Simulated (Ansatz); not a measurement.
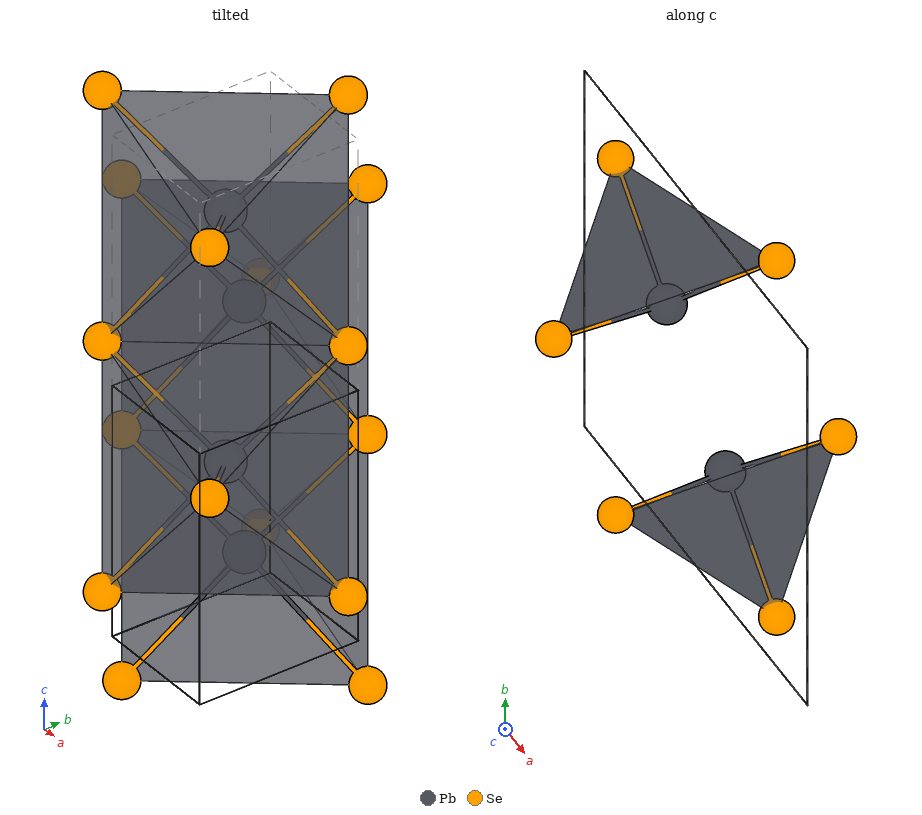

The image is a polyhedral drawing of a crystal, viewed slightly off an axis and along the c axis. Shown are 1×1×2 repeats of the simulation cell, one of them outlined in solid lines. Some neighbours outside the box are added.

This input was run:
```yaml
crystal:
  lattice:
    - [2.15487659, -6.13394735, 0.0]
    - [2.15487659, 6.13394735, 0.0]
    - [0.0, 0.0, 4.45049357]
  atoms:
    - { symbol: Pb, position: [0.63176073, 0.36823927, 0.7752780952] }
    - { symbol: Pb, position: [0.36823927, 0.63176073, 0.2752780952] }
    - { symbol: Se, position: [0.86128996, 0.13871004, 0.75] }
    - { symbol: Se, position: [0.13871004, 0.86128996, 0.25] }
basis:
  ecutwfc: 420
kpoints:
  mp_grid: { grid: [8, 8, 6] }
hamiltonian:
  xc: pbe
  dispersion: d3bj
scf:
  occupations: { method: gaussian, width: 0.05 }
output:
  forces: true
  stress: true
  eigenvalues: true
```

Setup: Ansatz 0.2.0, DFT PBE+D3(BJ), scalar-relativistic, plane waves, PAW; wavefunction cutoff 420 eV, 8×8×6 k-points, Gaussian smearing of 0.05 eV, no spin polarisation.

Is it conducting or gapped at this level?

A semiconductor at this level, with a gap of 1.11 eV on the k-mesh (the true edges may lie between mesh points, so the gap can be somewhat smaller).

Under what pressure is the structure?

The computed pressure is -0.8 GPa (stretched: it would shrink).

The model was built from a structure listed in the Materials Project. The cell was then strained or its atoms displaced on purpose. Ansatz was used for an electronic-structure calculation on it.
